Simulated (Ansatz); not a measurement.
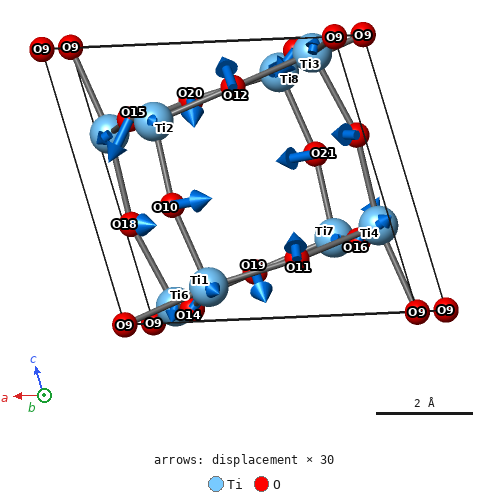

This is a relaxation of solid Ti$_{8}$O$_{13}$ (set up in R-3). The starting structure is drawn; blue arrows show the displacements, magnified 30 times.

Style: ball-and-stick. Shown: the cell of the calculation, from a free direction.

Case: volume × 0.91, shape and atoms relaxed.

Level of theory: DFT r2SCAN, scalar-relativistic, plane waves, PAW in Ansatz 0.2.0.

Input file:
```yaml
crystal:
  lattice:
    - [3.7417918587, 2.1603245369, 4.5162054409]
    - [-3.7417918587, 2.1603245369, 4.5162054409]
    - [0.0, -4.3206490737, 4.5162054409]
  atoms:
    - { symbol: Ti, position: [0.6837017796, 0.9446030448, 0.1222865648] }
    - { symbol: Ti, position: [0.7231890417, 0.7231890417, 0.7231890417] }
    - { symbol: Ti, position: [0.1222865648, 0.6837017796, 0.9446030448] }
    - { symbol: Ti, position: [0.0553969552, 0.8777134352, 0.3162982204] }
    - { symbol: Ti, position: [0.9446030448, 0.1222865648, 0.6837017796] }
    - { symbol: Ti, position: [0.8777134352, 0.3162982204, 0.0553969552] }
    - { symbol: Ti, position: [0.2768109583, 0.2768109583, 0.2768109583] }
    - { symbol: Ti, position: [0.3162982204, 0.0553969552, 0.8777134352] }
    - { symbol: O, position: [0.0, 0.0, 0.0] }
    - { symbol: O, position: [0.734377059, 0.8331533159, 0.4204778346] }
    - { symbol: O, position: [0.3567207206, 0.9547704491, 0.2088310994] }
    - { symbol: O, position: [0.4204778346, 0.734377059, 0.8331533159] }
    - { symbol: O, position: [0.0452295509, 0.7911689006, 0.6432792794] }
    - { symbol: O, position: [0.7911689006, 0.6432792794, 0.0452295509] }
    - { symbol: O, position: [0.8331533159, 0.4204778346, 0.734377059] }
    - { symbol: O, position: [0.1668466841, 0.5795221654, 0.265622941] }
    - { symbol: O, position: [0.2088310994, 0.3567207206, 0.9547704491] }
    - { symbol: O, position: [0.9547704491, 0.2088310994, 0.3567207206] }
    - { symbol: O, position: [0.5795221654, 0.265622941, 0.1668466841] }
    - { symbol: O, position: [0.6432792794, 0.0452295509, 0.7911689006] }
    - { symbol: O, position: [0.265622941, 0.1668466841, 0.5795221654] }
basis:
  ecutwfc: 500
kpoints:
  mp_grid: { grid: [6, 6, 6] }
hamiltonian:
  xc: r2scan
scf:
  occupations: { method: gaussian, width: 0.02 }
output:
  forces: true
  stress: true
  eigenvalues: true
relax:
  adjacent_minimum: "off"
  f_tol: 0.01
  max_steps: 30
  cell: { stress_tol: 0.1, fix: [volume] }
```

Launched with:
```bash
ansatz run input.yaml --threads 4 --pin off --max-ram 10240MiB --backend cpu --events-out ev --progress --plain --runs-dir out
```

Q: What did the optimiser do to the structure, and how much energy did it gain?

A: After 5 accepted moves (6 points after the start) the energy has fallen by 1.8 meV per atom. The largest force component goes from 0.27 to 0.0093 eV/Å. Pressure: 21.95 GPa at the start and 20.17 GPa at the end. The SCF was repeated once at an unchanged geometry on a basis and grid sized afresh for the cell, which shifted the energy by less than 0.05 meV per atom at most. The largest moves relative to the cell, 0.034 Å, are those of O10, O12, O15, O16, O19 and O21. O21 goes roughly along [3 −2 0]. Largest moves by element: O 0.034 Å, Ti 0.013 Å. The drawn cell changes at constant volume: a = b = c 6.250 → 6.252 Å (0.0 %). Among the contacts that change: Ti1–Ti8 2.929 → 2.913 Å, Ti1–O19 2.000 → 2.013 Å, Ti1–Ti7 2.910 → 2.898 Å, Ti1–O20 2.052 → 2.064 Å. The space group stays R-3 (No. 148). Cost: 2.8 min on 4 threads of Oxide Virtual Turin-like Processor (Zen 5), with other jobs on the host, peak memory 2 GiB.
